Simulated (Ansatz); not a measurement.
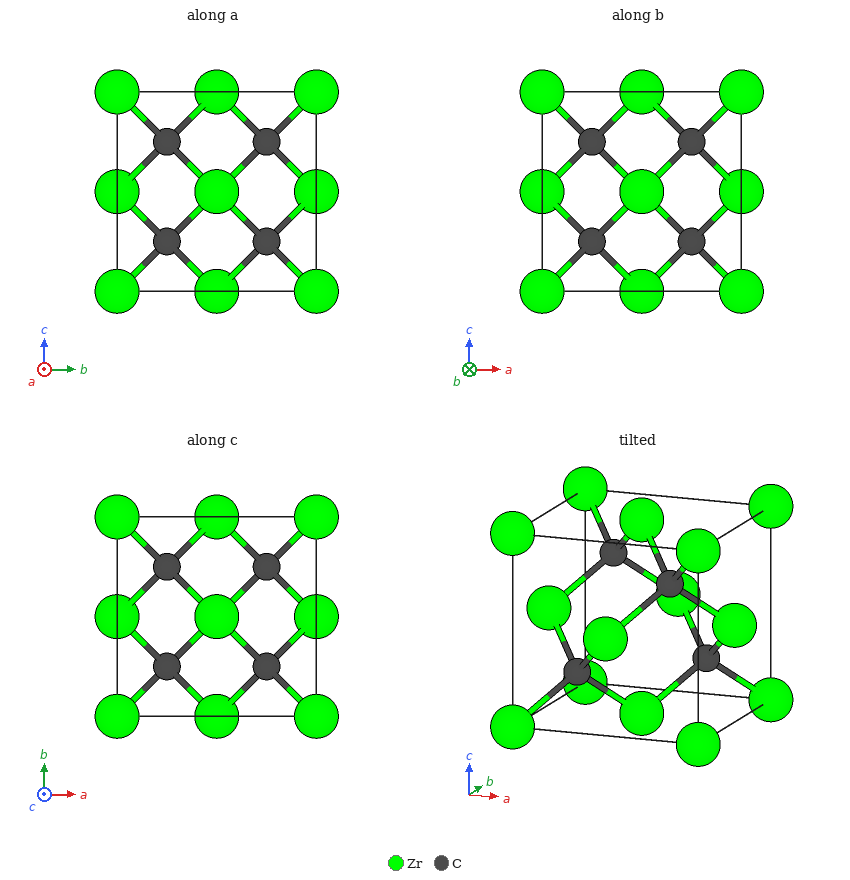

The image is a ball-and-stick drawing of a crystal, viewed along the a axis, along the b axis, along the c axis and slightly off an axis. The parallelepiped is the conventional unit cell.

Lattice parameters: a = 5.091 Å, b = 5.091 Å, c = 5.091 Å, α = 90.00°, β = 90.00°, γ = 90.00°.

**Set out the cell and atoms as a table of Wyckoff sites.**

Space group F-43m (No. 216).
```
atom  site       x       y       z
  Zr    4a  0.0000  0.5000  0.5000
   C    4c  0.2500  0.7500  0.7500
```

Starting structure: a structure type filled with these elements by a generator (whether the compound takes this form wasn't checked). Earlier steps of the study may have refined or changed the cell and positions. It was run through Ansatz as a DFT input.
